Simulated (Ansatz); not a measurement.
Consider Si₅W₃ (amorphous cell).

The calculation's input:

```
crystal:
  lattice:
    - [7.210639, -0.668201, 0.200893]
    - [-0.691035, 7.199905, 0.724742]
    - [0.202325, 0.728652, 7.113623]
  atoms:
    - { symbol: Si, position: [0.6733616878, 0.8314838817, 0.2517718892] }
    - { symbol: Si, position: [0.1896214777, 0.8101192992, 0.9209871612] }
    - { symbol: Si, position: [0.116006784, 0.7869429582, 0.6117937161] }
    - { symbol: Si, position: [0.1993404681, 0.189437319, 0.2981440326] }
    - { symbol: Si, position: [0.9369964559, 0.0868735438, 0.8545262969] }
    - { symbol: Si, position: [0.4843654067, 0.6694663559, 0.0175946637] }
    - { symbol: Si, position: [0.3372732557, 0.7569216557, 0.3787489245] }
    - { symbol: Si, position: [0.5160645685, 0.9029144675, 0.627255077] }
    - { symbol: Si, position: [0.5073146762, 0.0273619936, 0.9678207269] }
    - { symbol: Si, position: [0.0062869164, 0.8869648079, 0.1861146424] }
    - { symbol: Si, position: [0.2284658092, 0.2771686395, 0.9534991411] }
    - { symbol: Si, position: [0.6201073112, 0.3652542068, 0.979116276] }
    - { symbol: Si, position: [0.084144809, 0.3789582469, 0.5564961767] }
    - { symbol: Si, position: [0.7672602436, 0.7209237638, 0.7680752438] }
    - { symbol: Si, position: [0.809917129, 0.3501660133, 0.2570034932] }
    - { symbol: W, position: [0.1377651295, 0.5360349612, 0.189949868] }
    - { symbol: W, position: [0.4911518845, 0.4751572229, 0.3591892448] }
    - { symbol: W, position: [0.8836824519, 0.0244252353, 0.5096956704] }
    - { symbol: W, position: [0.4280115768, 0.5349144071, 0.7111590103] }
    - { symbol: W, position: [0.8501745329, 0.6131984283, 0.4590304481] }
    - { symbol: W, position: [0.9747396866, 0.4846584814, 0.8589782745] }
    - { symbol: W, position: [0.6858308287, 0.2437987105, 0.6657223798] }
    - { symbol: W, position: [0.2788541026, 0.1121473602, 0.6681493719] }
    - { symbol: W, position: [0.5223614102, 0.1042959434, 0.301259413] }
basis:
  ecutwfc: 420
kpoints:
  mp_grid: { grid: [4, 5, 5] }
hamiltonian:
  xc: pbe
scf:
  occupations: { method: gaussian, width: 0.1 }
  n_extra_bands: 12
output:
  forces: true
  stress: true
  eigenvalues: true
  populations: true
  dos:
    method: { smearing: { sigma: 0.1, scheme: gaussian } }
    projected: true
    de: 0.02
  write_density: true
  write_potential: true
  elf: true
  volumetric_format: npy
```

Launched as:

```sh
ansatz run input.yaml --threads 2 --pin off --max-ram 5120MiB --backend cpu --events-out ev --progress --plain --runs-dir out
```

These are results of DFT PBE, scalar-relativistic, plane waves, PAW in Ansatz 0.2.0, not measurements.

### What can the converged valence pseudo-density and electron localisation function tell about the bonding?

Si–W (2.50 Å): the density is about 0.52 e/Å³ at the midpoint; the ELF peaks at about 0.80 in the valence shell of Si, 0.9 Å from its nucleus, and is about 0.50 at the midpoint.

### Does the calculation make it a metal, or give it a gap?

It is gapless in this calculation (a metal or semimetal).

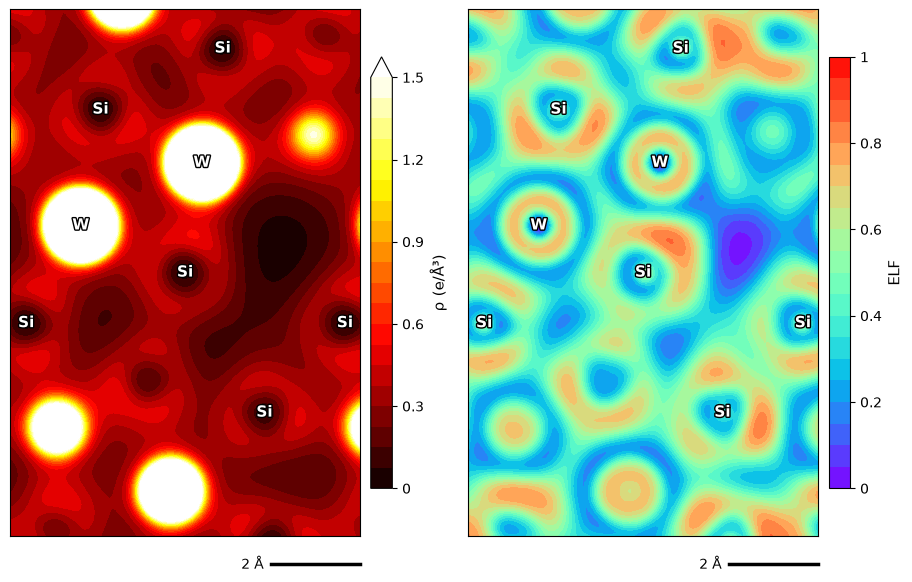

Computed valence pseudo-density and electron localisation function on the (110) plane of the calculation cell, in this order. Atoms just off the plane (Si, 0.3 Å away and W, 0.4 Å away) can leave unmarked features too.

Core electrons are frozen (PAW), and the valence fields are smoothed inside the atomic spheres.
